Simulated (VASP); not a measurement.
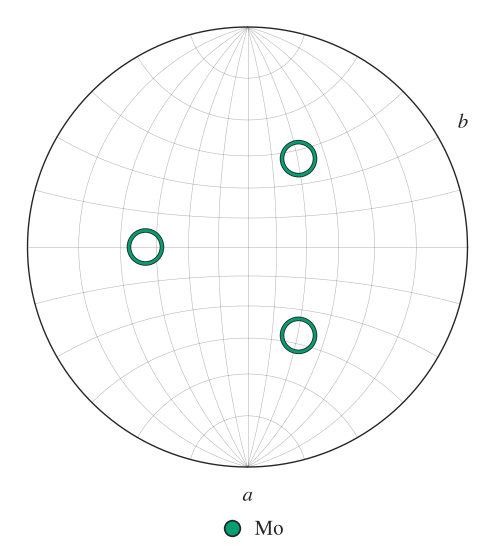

For MoS2, an entry of the Crystallography Open Database, as set up for an electronic-structure calculation: directions from one sulfur atom at (1/3, 2/3, 0.084) to its bonded neighbours, in stereographic projection down c (filled: above the plane of the page or in it, open: below). Geometry calculated from the standardised cell; symmetry tolerance 0.002 Å.

Neighbours are counted up to 3.06 Å for Mo.

```
CELL_PARAMETERS angstrom
3.16000 0.00000 0.00000
-1.58000 2.73664 0.00000
0.00000 0.00000 18.45000
ATOMIC_POSITIONS crystal
Mo 0.00000 0.00000 0.00000
S 0.33333 0.66667 0.08367
S 0.00000 0.00000 0.25000
Mo 0.66667 0.33333 0.33333
S 0.00000 0.00000 0.41700
S 0.66667 0.33333 0.58333
Mo 0.33333 0.66667 0.66667
S 0.66667 0.33333 0.75033
S 0.33333 0.66667 0.91667
```

> How many neighbours are there, and at what angles?

3: 3 Mo at 2.39 Å. Angles between bonds: 83° (3×).

> What is the site's symmetry in the crystal?

Point group 3m (C3v), order 6: one threefold axis, three mirror planes. In R3m (No. 160, hexagonal axes) this is Wyckoff position 3a.
